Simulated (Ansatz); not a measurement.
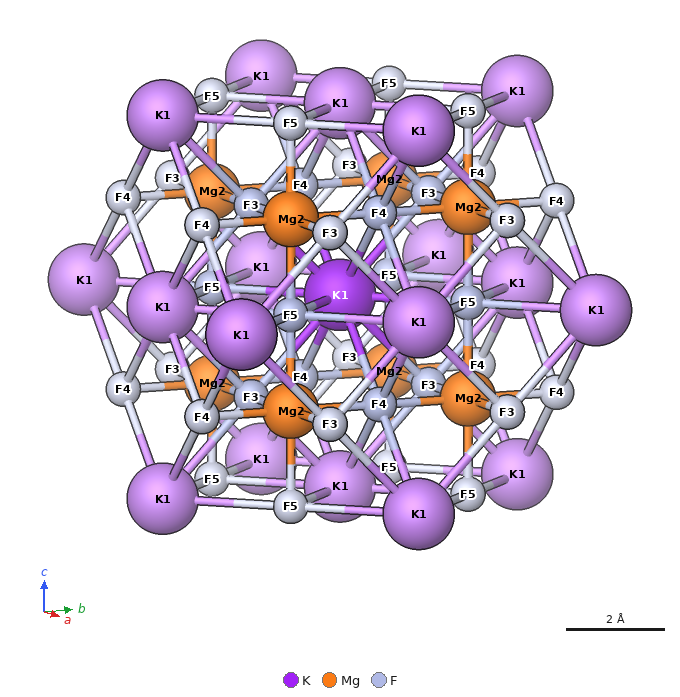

The structure as given in the input (ball-and-stick view of the cell of the calculation, seen slightly off an axis; neighbours outside the cell are drawn fainter; atoms are numbered from 1 in the order of the input).

# KMgF3: a changed input and its effect

System: KMgF3 (Pm-3m, 5 atoms in the cell).
Method of run A: DFT, LDA, all-electron LAPW, no spin polarisation (Ansatz 0.2.0).

The structure derives from an entry of the Crystallography Open Database. Text and figures count atoms from 1; the logs count them from 0 in places.

### Input, run A
```yaml
crystal:
  lattice:
    - [3.9859, 0.0, 0.0]
    - [0.0, 3.9859, 0.0]
    - [0.0, 0.0, 3.9859]
  atoms:
    - { symbol: K, position: [0.5, 0.5, 0.5] }
    - { symbol: Mg, position: [0.0, 0.0, 0.0] }
    - { symbol: F, position: [0.5, 0.0, 0.0] }
    - { symbol: F, position: [0.0, 0.5, 0.0] }
    - { symbol: F, position: [0.0, 0.0, 0.5] }
kpoints:
  mp_grid: { grid: [6, 6, 6] }
  band_path:
    path:
      - [0.0, 0.0, 0.0]
      - [0.0, 0.5, 0.0]
      - [0.5, 0.5, 0.0]
      - [0.0, 0.0, 0.0]
      - [0.5, 0.5, 0.5]
      - [0.0, 0.5, 0.0]
      - [0.5, 0.5, 0.5]
      - [0.5, 0.5, 0.0]
    npoints: 14
scf:
  occupations: { method: fermi_dirac, width: 0.03 }
hamiltonian:
  xc: lda
  pseudopotentials: { kind: all_electron, lapw: { basis_error: 0.001 } }
output:
  forces: true
  stress: true
  eigenvalues: true
  populations: true
```

Launched with:
```bash
ansatz run input.yaml --threads 2 --pin off --max-ram 6144MiB --backend cpu --events-out ev --progress --plain --runs-dir out
```

Hardware: 2 threads of an x86-64 CPU, shared host.

### Output, shortened to warnings, some set-up lines, iterations and results (run A)
```
Basis set: ecut = 362.2494973970734 eV, 1021 PW (Γ), exchange–correlation at level 2
Symmetry: 48 space group operations
k-points: 20 of 216
Initial density: superposition of atomic densities (chi_scale 0.1, normalization cell, long waves kept (reshape's long-wave potential 0.00 eV rms))
[...]
SCF iter   1: F=—  HF=-29895.656331 eV  |F-HF|=—  |Δ(HF+E_count)|=         —  Δρ=6.03e-2  dr2=2.58e0  ethr=5.39e-3  ⟨swp⟩=2.0  Hψ=3862  notcnv=0
SCF iter   2: F=—  HF=-29893.794498 eV  |F-HF|=—  |Δ(HF+E_count)|=    1.86e0  Δρ=1.36e-2  dr2=1.36e-1  ethr=2.83e-4  ⟨swp⟩=2.0  Hψ=3246  notcnv=0  defer=1
SCF iter   3: F=—  HF=-29893.624438 eV  |F-HF|=—  |Δ(HF+E_count)|=   1.70e-1  Δρ=1.55e-2  dr2=2.00e-1  ethr=2.83e-4  ⟨swp⟩=3.0  Hψ=1897  notcnv=0
SCF iter   4: F=—  HF=-29893.570362 eV  |F-HF|=—  |Δ(HF+E_count)|=   5.41e-2  Δρ=2.34e-3  dr2=4.52e-3  ethr=2.83e-4  ⟨swp⟩=4.0  Hψ=1855  notcnv=0
SCF iter   5: F=—  HF=-29893.567553 eV  |F-HF|=—  |Δ(HF+E_count)|=   2.81e-3  Δρ=5.23e-4  dr2=2.06e-4  ethr=9.42e-6  ⟨swp⟩=3.0  Hψ=1793  notcnv=0
SCF iter   6: F=—  HF=-29893.567440 eV  |F-HF|=—  |Δ(HF+E_count)|=   1.13e-4  Δρ=1.40e-4  dr2=2.04e-5  ethr=4.30e-7  ⟨swp⟩=2.0  Hψ=1660  notcnv=0
SCF iter   7: F=—  HF=-29893.567432 eV  |F-HF|=—  |Δ(HF+E_count)|=   8.68e-6  Δρ=3.02e-5  dr2=6.01e-7  ethr=4.25e-8  ⟨swp⟩=2.5  Hψ=1679  notcnv=0
SCF iter   8: F=-29893.567432 eV  HF=-29893.567432 eV  |F-HF|=3.25e-8  |Δ(HF+E_count)|=   7.90e-8  Δρ=2.63e-6  dr2=6.97e-9  ethr=1.25e-9  ⟨swp⟩=2.0  Hψ=1660  notcnv=0
SCF 1 converged in 8 iterations: F = -29893.567432 eV  dr2 = 6.97e-9
NSCF: frozen V_eff on 99 k-points
SCF converged after 8 iterations
Free energy (F): -29893.567432 eV
Harris-Foulkes:  -29893.567432 eV  (|F-HF|=3.25e-8)
Internal energy: -29893.567432 eV  (E = F + TS)
E sigma→0 (E₀):  -29893.567432 eV
Fermi energy:    6.079294 eV
--- Per-component energies (eV) ---
  E_band       = -2787.656003
  E_kinetic    = 29970.152502
  E_xc         = -2100.773524
  E_electrostatic = -57762.946410  (all electrons and nuclei)
  E_smearing   = -0.000000  (= −TS)
  E_closure    = 0.000000  (closes the sum)
  E_atoms      = -29866.688374  (free atoms, spherical and without spin; not in F)
  Σ components = -29893.567432   (vs F -29893.567432, Δ=0.00e0)
  Basis errors (estimates in eV, not in F): energy 4.3e-4 per atom: plane waves 3.9e-4 (2.3e-4 summed), levels above the bands 1.6e-125, relativity 6.0e-9, radial functions 4.4e-5, core shells 6.2e-7; eigenvalues (radial functions only) 1.8e-5; not estimated: angular momenta, meshes, grids; target …
--- Forces (eV/Å), atoms counted from 1 ---
  atom   1  K      0.00000000     0.00000000     0.00000000
  atom   2  Mg    -0.00000000    -0.00000000    -0.00000000
  atom   3  F      0.00000000    -0.00000000     0.00000000
  atom   4  F      0.00000000    -0.00000000     0.00000000
  atom   5  F      0.00000000     0.00000000    -0.00000000
  max |Σ_I F_I| component: 4.13e-29 eV/Å
--- Stress (GPa, compression-positive) ---
       -4.386409       0.000000       0.000000
        0.000000      -4.386409       0.000000
        0.000000       0.000000      -4.386409
  P = ⅓ Tr σ = -4.3864 GPa (-43.864 kbar)
--- Löwdin populations: 5 sites ---
  site symbol       q [e]
     0      K     18.1984
     1     Mg     10.3563
     2      F      9.7473
     3      F      9.7473
     4      F      9.7473
  spilling = 0.003507 (of n_electrons = 58.000000)
```

For run B the input was changed thus:
```diff
-  xc: lda
+  xc: pbe
+  dos: { projected: true, de: 0.2, e_range: [-14, 8] }
```

Predict how the results change.

The total energies belong to different methods, so their difference says nothing on which is more stable or more accurate. The gap on the mesh goes from 6.97 to 7.32 eV. The pressure goes from −4.39 to 3.78 GPa. The functional changes from LDA to PBE. Along LDA, PBEsol, PBE and RPBE the binding weakens and the preferred volume grows, so the same cell is under more pressure with the later ones. The number of SCF iterations is the same.

### Output, shortened to warnings, some set-up lines, iterations and results (run B)
```
Basis set: ecut = 363.68362187957246 eV, 1021 PW (Γ), exchange–correlation at level 2
Symmetry: 48 space group operations
k-points: 20 of 216
Initial density: superposition of atomic densities (chi_scale 0.1, normalization cell, long waves kept (reshape's long-wave potential 0.00 eV rms))
[...]
SCF iter   1: F=—  HF=-30002.538663 eV  |F-HF|=—  |Δ(HF+E_count)|=         —  Δρ=6.32e-2  dr2=2.80e0  ethr=5.84e-3  ⟨swp⟩=2.0  Hψ=3851  notcnv=0
SCF iter   2: F=—  HF=-30000.480971 eV  |F-HF|=—  |Δ(HF+E_count)|=    2.06e0  Δρ=1.49e-2  dr2=1.68e-1  ethr=3.49e-4  ⟨swp⟩=2.1  Hψ=3253  notcnv=0
SCF iter   3: F=—  HF=-30000.376116 eV  |F-HF|=—  |Δ(HF+E_count)|=   1.05e-1  Δρ=1.61e-2  dr2=2.15e-1  ethr=3.49e-4  ⟨swp⟩=3.0  Hψ=1867  notcnv=0
SCF iter   4: F=—  HF=-30000.371655 eV  |F-HF|=—  |Δ(HF+E_count)|=         —  Δρ=2.67e-3  dr2=5.81e-3  ethr=3.49e-4  ⟨swp⟩=4.0  Hψ=1840  notcnv=0
SCF iter   5: F=—  HF=-30000.373084 eV  |F-HF|=—  |Δ(HF+E_count)|=   1.43e-3  Δρ=5.72e-4  dr2=2.61e-4  ethr=1.21e-5  ⟨swp⟩=3.0  Hψ=1900  notcnv=0
SCF iter   6: F=—  HF=-30000.373149 eV  |F-HF|=—  |Δ(HF+E_count)|=   6.53e-5  Δρ=1.30e-4  dr2=1.61e-5  ethr=5.44e-7  ⟨swp⟩=2.6  Hψ=1674  notcnv=0
SCF iter   7: F=—  HF=-30000.373167 eV  |F-HF|=—  |Δ(HF+E_count)|=   1.75e-5  Δρ=2.80e-5  dr2=5.18e-7  ethr=3.35e-8  ⟨swp⟩=3.0  Hψ=1824  notcnv=0
SCF iter   8: F=-30000.373168 eV  HF=-30000.373168 eV  |F-HF|=6.05e-9  |Δ(HF+E_count)|=   9.72e-7  Δρ=2.47e-6  dr2=6.49e-9  ethr=1.08e-9  ⟨swp⟩=3.0  Hψ=1869  notcnv=0
SCF 1 converged in 8 iterations: F = -30000.373168 eV  dr2 = 6.49e-9
the search or the solves at the SCF's close seem to have found levels that the self-consistency loop had missed (the run counts 2). By its estimate they hold under 1e-12 electrons; where the run keeps them, the occupations were computed again with them
NSCF: frozen V_eff on 99 k-points
SCF converged after 8 iterations
Free energy (F): -30000.373168 eV
Harris-Foulkes:  -30000.373168 eV  (|F-HF|=6.05e-9)
Internal energy: -30000.373168 eV  (E = F + TS)
E sigma→0 (E₀):  -30000.373168 eV
Fermi energy:    6.678224 eV
--- Per-component energies (eV) ---
  E_band       = -2779.113258
  E_kinetic    = 30117.694389
  E_xc         = -2213.716518
  E_electrostatic = -57904.351038  (all electrons and nuclei)
  E_smearing   = -0.000000  (= −TS)
  E_closure    = 0.000000  (closes the sum)
  E_atoms      = -29976.027393  (free atoms, spherical and without spin; not in F)
  Σ components = -30000.373168   (vs F -30000.373168, Δ=0.00e0)
  Basis errors (estimates in eV, not in F): energy 4.9e-4 per atom: plane waves 4.6e-4 (2.6e-4 summed), levels above the bands 1.0e-125, relativity 2.6e-7, radial functions 3.7e-5, core shells 5.9e-7; eigenvalues (radial functions only) 1.5e-5; not estimated: angular momenta, meshes, grids; target …
--- Forces (eV/Å), atoms counted from 1 ---
  atom   1  K      0.00000000    -0.00000000    -0.00000000
  atom   2  Mg    -0.00000000     0.00000000    -0.00000000
  atom   3  F      0.00000000    -0.00000000    -0.00000000
  atom   4  F      0.00000000     0.00000000     0.00000000
  atom   5  F      0.00000000    -0.00000000     0.00000000
  max |Σ_I F_I| component: 1.93e-29 eV/Å
--- Stress (GPa, compression-positive) ---
        3.781956       0.000000       0.000000
        0.000000       3.781956       0.000000
        0.000000       0.000000       3.781956
  P = ⅓ Tr σ = 3.7820 GPa (37.820 kbar)
--- Löwdin populations: 5 sites ---
  site symbol       q [e]
     0      K     18.1868
     1     Mg     10.3393
     2      F      9.7646
     3      F      9.7646
     4      F      9.7646
  spilling = 0.003106 (of n_electrons = 58.000000)
```

### The two runs side by side

| quantity | run A | run B |
| --- | --- | --- |
| outcome | converged | converged |
| free energy per atom (eV) | −5978.7135 | −6000.0746 |
| gap on the mesh (eV) | 6.97 | 7.32 |
| pressure (GPa) | −4.39 | 3.78 |
| largest force (eV/Å) | 0.000 | 0.000 |
| SCF iterations | 8 | 8 |
| irreducible k-points | 20 | 20 |
| plane waves at Γ | 1021 | 1021 |
| wall time (shared host) | 24 s | 24 s |
